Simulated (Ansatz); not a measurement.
Si2Mo

Input

```
crystal:
  lattice:
    - [-1.6084236952, 1.6084236952, 3.9365098873]
    - [1.6084236952, -1.6084236952, 3.9365098873]
    - [1.6084236952, 1.6084236952, -3.9365098873]
  atoms:
    - { symbol: Si, position: [0.335099125, 0.335099125, 0.0] }
    - { symbol: Si, position: [0.664900875, 0.664900875, 0.0] }
    - { symbol: Mo, position: [0.0, 0.0, 0.0] }
basis:
  ecutwfc: 420
kpoints:
  mp_grid: { grid: [18, 18, 18] }
hamiltonian:
  xc: pbe
scf:
  occupations: { method: fermi_dirac, width: 0.15 }
output:
  forces: true
  stress: true
  eigenvalues: true
  write_density: true
  write_potential: true
  elf: true
  volumetric_format: npy
relax:
  adjacent_minimum: "off"
  f_tol: 0.001
  max_steps: 60
  cell: { stress_tol: 0.01 }
```

Run with:

```sh
ansatz run input.yaml --threads 1 --pin off --max-ram 2560MiB --backend cpu --events-out ev --progress --plain --runs-dir out
```

Below, planes, directions and counts refer to the conventional cell (a = 3.22 Å, b = 3.22 Å, c = 7.88 Å, α = 90.00°, β = 90.00°, γ = 90.00°).

The fields are those of the relaxed geometry.

Space group I4/mmm; computed without spin polarisation.

These are results of Ansatz, DFT PBE, scalar-relativistic, plane waves, PAW, not measurements.

The density is the valence pseudo-density of a PAW calculation; it isn't the true density close to the nuclei.

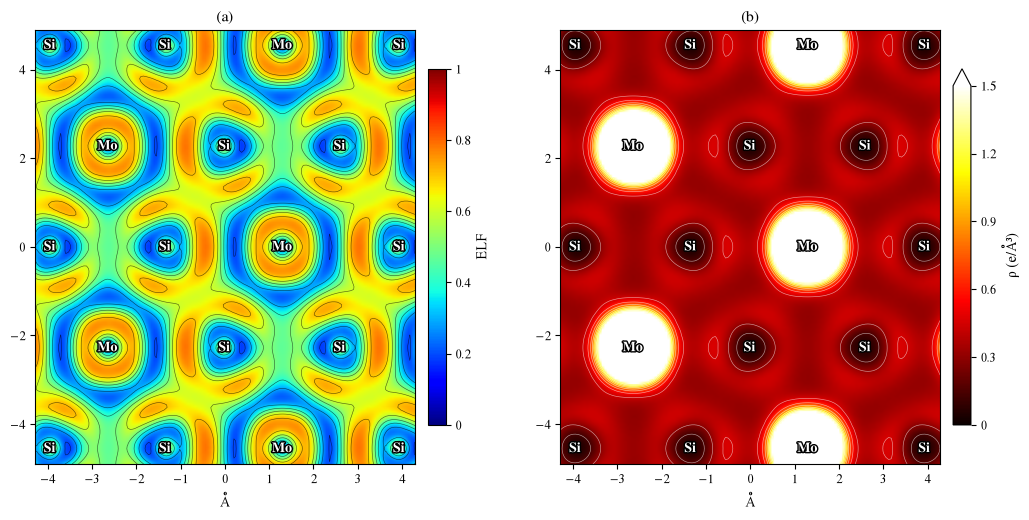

Figure 1. (a) electron localisation function; (b) valence charge density (pseudo) on the (110) plane of the conventional cell.

> Read the bonding off the picture.

The plane passes through Si and Mo nuclei.
Si–Mo (2.62 Å): ρ at the midpoint is about 0.4 e/Å³; the ELF peaks at about 0.70 in the valence shell of Si, 0.9 Å from its nucleus, and is about 0.40 at the midpoint.
Between the atoms the lowest density in this plane is 0.3 e/Å³.
The features right at Mo lie inside the PAW spheres, where the map follows smoothed inner orbitals and isn't to be read closely.

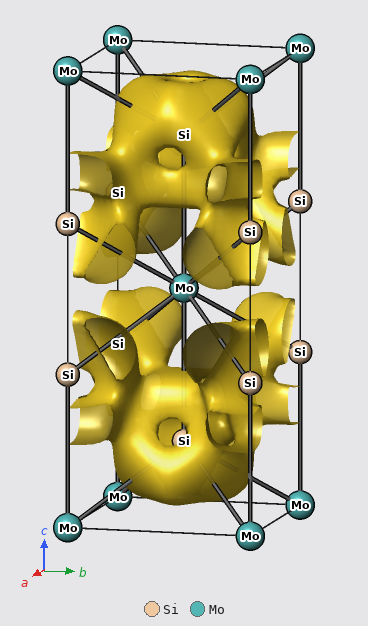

Figure 2. Isosurface of the ELF at 0.55 (yellow), seen slightly off an axis. Only the valence region is drawn (cores and ρ < 0.01 e/Å³ removed). Sticks mark near contacts.

> Describe the localisation domains.

The ELF exceeds this value in sheets that run through the cell in two directions, counted in one cell of 6 atoms. Regions shared between cells count once.

> Does the calculation make it a metal, or give it a gap?

It is gapless in this calculation (a metal or semimetal).
